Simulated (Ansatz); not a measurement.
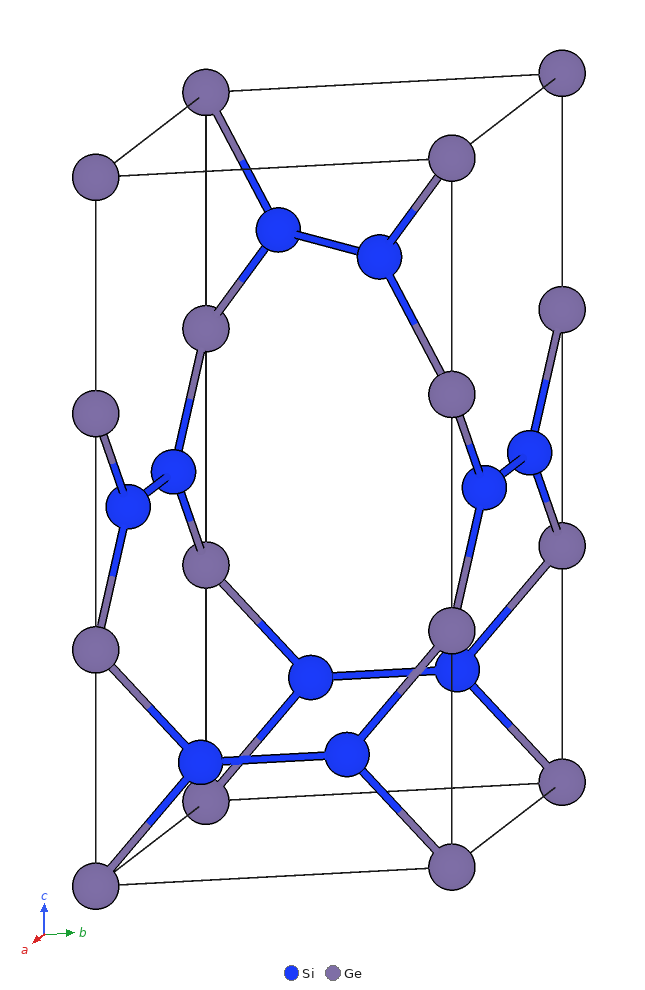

Ball-and-stick drawing of the structure, looking slightly off an axis. The outline marks the conventional unit cell. Cell: a = 5.39 Å, b = 5.39 Å, c = 10.81 Å, α = 90.00°, β = 90.00°, γ = 120.00°.

It goes back to a structure type filled with these elements by a generator (whether the compound takes this form wasn't checked). Earlier steps of the study may have refined or changed the cell and positions. A calculation with Ansatz used it as input.

Q: Characterise what is shown.

A: Its composition is Si$_{2}$Ge. Space group: P6_222 (No. 180). Lattice: primitive hexagonal. Atoms per cell: 9 (6 Si, 3 Ge). The Si atoms are each bonded to two Ge and one Si (about 2.4 Å to Ge, 2.2 Å to Si). Each Ge has four Si at about 2.4 Å. The bonds build a three-dimensional framework.

Computational set-up: DFT PBE, scalar-relativistic, plane waves, PAW in Ansatz 0.2.0, plane-wave cutoff 420 eV, Brillouin-zone sampling on a 12×12×4 mesh, Gaussian smearing of 0.1 eV, no spin polarisation.

Q: What is the electronic character?

A: A metal: bands cross the Fermi level.

Q: Give the Bader charge of each element.

A: Si +0.08 e; Ge -0.16 e.

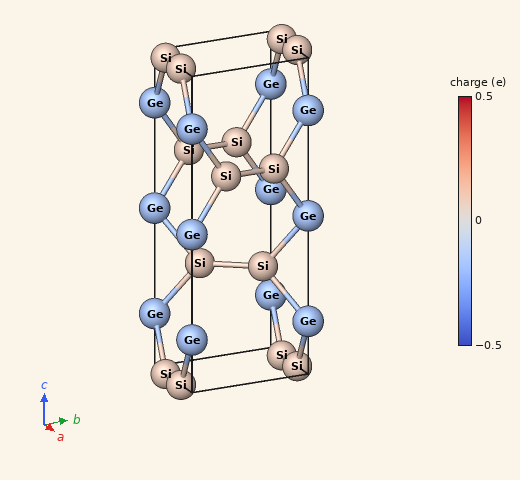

The atoms coloured by those charges. The run's cell of 9 atoms is drawn, so axes and origin can differ from the first picture.

Q: Do the forces and the stress vanish for this geometry?

A: Yes. All forces vanish to within 0.01 eV/Å. The pressure is 0.0 GPa, close to zero.
